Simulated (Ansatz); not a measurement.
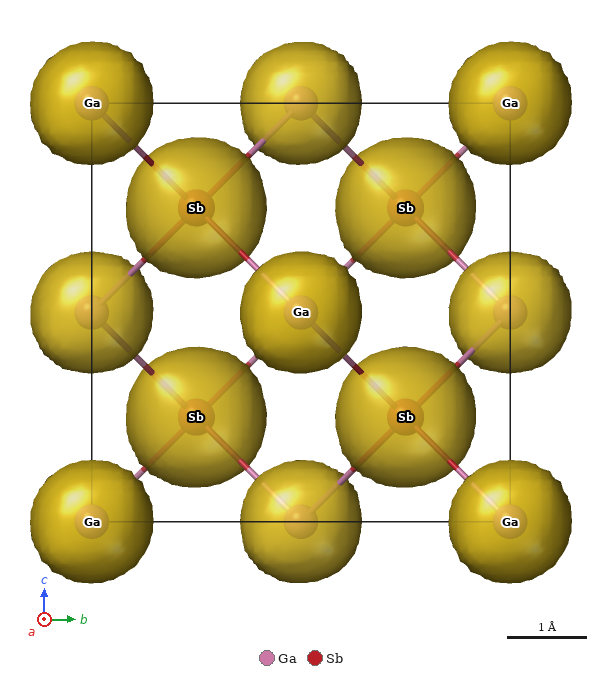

Figure. GaSb. Isosurface of the valence charge density (pseudo) at 0.8 e/Å³ (yellow), seen along the a axis. Sticks mark near contacts.

Space group F-43m; computed pressure about 50 GPa in this cell.

These are results of Ansatz, DFT LDA, scalar-relativistic, plane waves, PAW, not measurements.

In a PAW calculation such maps are meaningful between the atoms, not at the nuclei.

```
Ga Sb
1.0
     5.33713    0.00000    0.00000
     0.00000    0.00000   -5.33713
     0.00000    5.33713    0.00000
Ga Sb
4 4
Direct
  0.50000 0.50000 0.00000
  0.00000 0.50000 0.50000
  0.00000 0.00000 0.00000
  0.50000 0.00000 0.50000
  0.75000 0.75000 0.25000
  0.25000 0.75000 0.75000
  0.25000 0.25000 0.25000
  0.75000 0.25000 0.75000
```

> Which contacts does the surface bridge?

At this value the density breaks into separate islands; it holds about 70 % of the electrons treated as valence (semicore included). It bridges none of the near contacts. It is pinched off along the shortest Ga–Sb (2.31 Å) contacts. On the grid the lowest density along these lines, outside the cores, is 0.66 e/Å³ (Ga–Sb, 2.31 Å).

> Does the calculation make it a metal, or give it a gap?

It is metallic or semimetallic at this level of theory: no gap opens.
